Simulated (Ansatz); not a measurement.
```xyz
31
Lattice="-5.4338 5.4338 5.4338 5.4338 -5.4338 5.4338 5.4338 5.4338 -5.4338" Properties=species:S:1:pos:R:3 pbc="T T T"
Si    6.7750    1.3817    1.3353
Si    1.3585    4.0754   -1.3585
Si   -1.3353    1.3353    4.0580
Si    1.3411    1.3353    1.3817
Si    4.0986    4.0580    1.3353
Si    4.0522    1.3353    4.0927
Si   -4.0754    4.0754    4.0754
Si    4.0522   -1.3411    6.7691
Si    1.3758    6.8155    1.3817
Si    1.3585    4.0754    4.0754
Si    4.0522   -4.0522    4.0580
Si    1.3758    1.3353    6.7691
Si    4.0986    4.0927   -4.0522
Si    4.0986    1.3817   -1.3411
Si    4.0522   -1.3758    1.3817
Si    5.4782    2.7613   -2.6726
Si    5.4226    0.0017    0.0112
Si   -0.0017    2.7057    8.1395
Si    8.1524    0.0112    2.7057
Si    5.4226   -5.4226    5.4355
Si    2.7186    2.7057    0.0112
Si    2.6726   -0.0443    2.7613
Si    5.4226    2.7057    2.7152
Si    2.6726   -2.6726    5.3895
Si   -0.0017    5.4451    0.0112
Si   -0.0112    2.7152    2.7057
Si    2.7282    5.4355    2.7057
Si    0.0443   -0.0443    5.3895
Si    2.7282    2.7152    5.4451
Si   -2.7057    5.4451    2.7152
Si   -2.7057    2.7057    5.4355
```

Spin-polarised.

Method: DFT PBEsol, scalar-relativistic, plane waves, PAW in Ansatz 0.2.0.

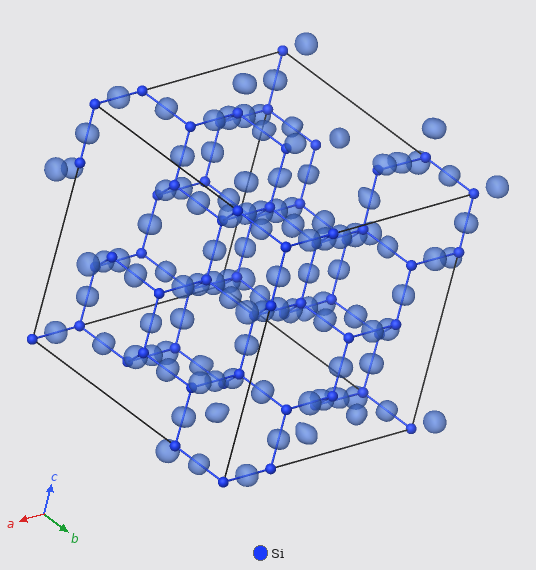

Si (cell charge +1, with a compensating background) (cell with a defect). Isosurface of the ELF at 0.9 (blue), seen at an oblique angle. Core shells and regions of very low density are left out. Sticks mark near contacts.

In a PAW calculation such maps are meaningful between the atoms, not at the nuclei.

### What do the ELF domains correspond to?

The ELF exceeds this value in 60 regions between bonded Si–Si atoms, counted in one cell of 31 atoms. Any copies at cell faces, edges or corners count once. Profiles from the grid: Si–Si (2.34 Å): the ELF peaks at about 0.95 between the atoms.
